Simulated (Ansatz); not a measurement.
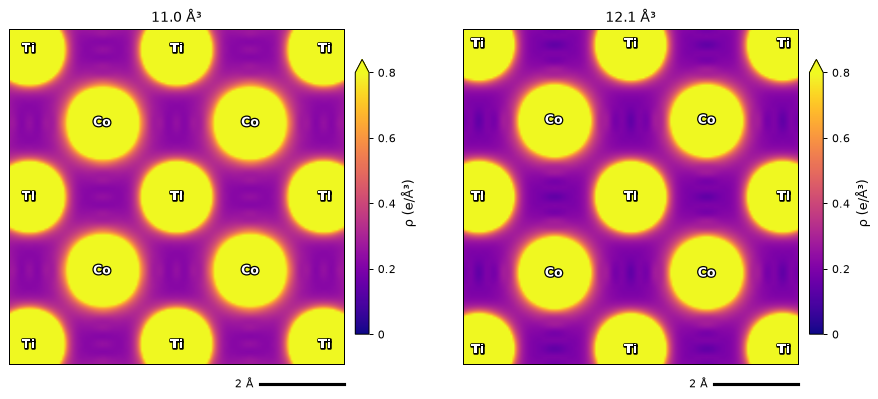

TiCo$_{3}$. The valence pseudo-density of cells scaled evenly to different volumes (given per atom above each panel), on the (010) plane of each (indices in the axes of the cell below), at one length scale and on one colour scale.

Spin-polarised.

Method: Ansatz 0.2.0, DFT PBEsol, scalar-relativistic, plane waves, PAW.

The largest cell:

```yaml
crystal:
  lattice:
    - [3.64214, 0.00000, 0.00000]
    - [0.00000, 3.64214, 0.00000]
    - [0.00000, 0.00000, 3.64214]
  atoms:
    - { symbol: Ti, position: [0.00000, 0.00000, 0.00000] }
    - { symbol: Co, position: [0.00000, 0.50000, 0.50000] }
    - { symbol: Co, position: [0.50000, 0.00000, 0.50000] }
    - { symbol: Co, position: [0.50000, 0.50000, 0.00000] }
```

| volume (Å³/atom) | Ti–Co contact in the plane (Å) | ρ at its midpoint (e/Å³) | pressure (GPa) | largest moment (μB) | 
| --- | --- | --- | --- | --- |
| 10.98 | 2.495 | 0.332 | 0.0 | 0.27 | 
| 11.64 | 2.544 | ? | ? | ? | 
| 12.08 | 2.575 | 0.289 | −14.1 | 1.12 | 

Estimate the missing row, and compare with the calculation.

Answer. Over the known rows ln ρ falls by 1.73 per Å of Ti–Co distance (the line through the two), which gives 0.305 e/Å³ at 2.544 Å; the calculation gives 0.305 e/Å³. For the pressure, a straight line in volume between the neighbouring rows gives −8.5 GPa; the calculation gives −7.8. For the largest moment, a straight line in volume between the neighbouring rows gives 0.78 μB; the calculation gives 1.08.
